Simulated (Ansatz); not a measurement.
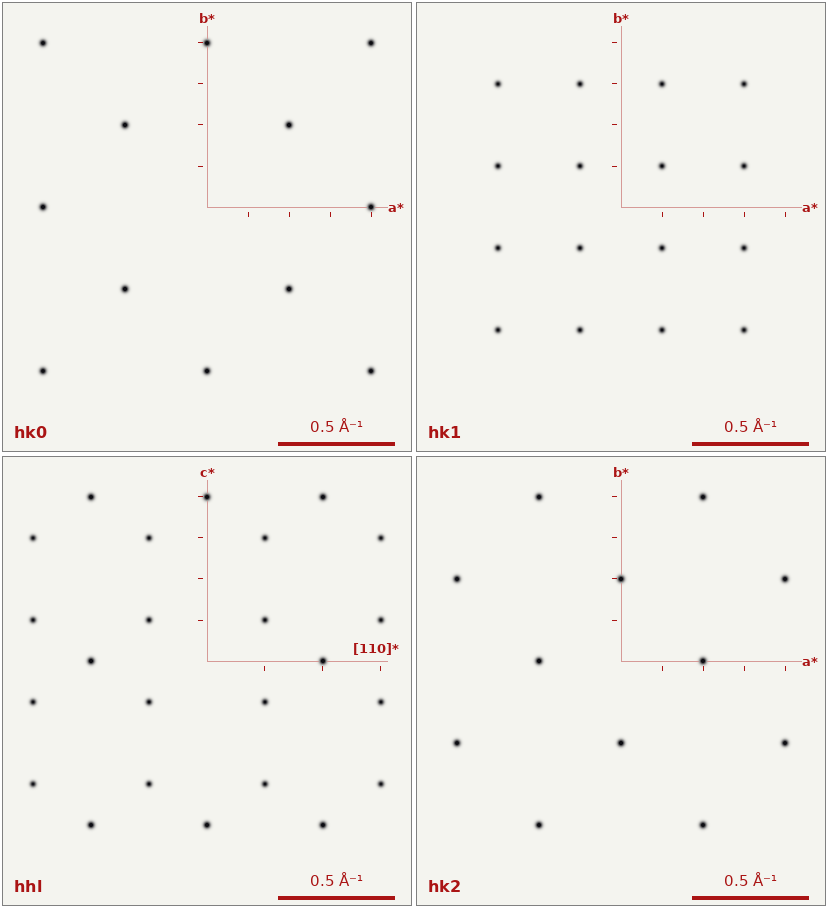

Simulated precession-type sections (neutrons; kinematic intensities, B = 0.5 Å²). The ticks mark integer indices of the conventional cell.

The compound is Ge. Structure: the input geometry of an electronic-structure calculation (not necessarily at equilibrium).

Read the reciprocal cell and give the direct cell.

Answer. a* = 0.178, b* = 0.178, c* = 0.178 Å⁻¹; the cell is cubic with a = 5.62 Å.

Which reflection conditions do the layers show?

Answer. Reflections are present only under these conditions. hkl: h + k = 2n, h + l = 2n; hk0: h = 2n, h + k = 4n; hhl: h + l = 2n; h00: h = 4n. The lattice is face-centred (F). Further gaps, such as 2 2 2, 4 4 2, come from atoms on special positions, not from the group's general conditions.

Which space groups fit?

Answer. The intensities have Laue symmetry m-3m (the hk0 layer shows 4mm, hk1 shows 4mm). With these conditions only Fd-3m (No. 227) fits.
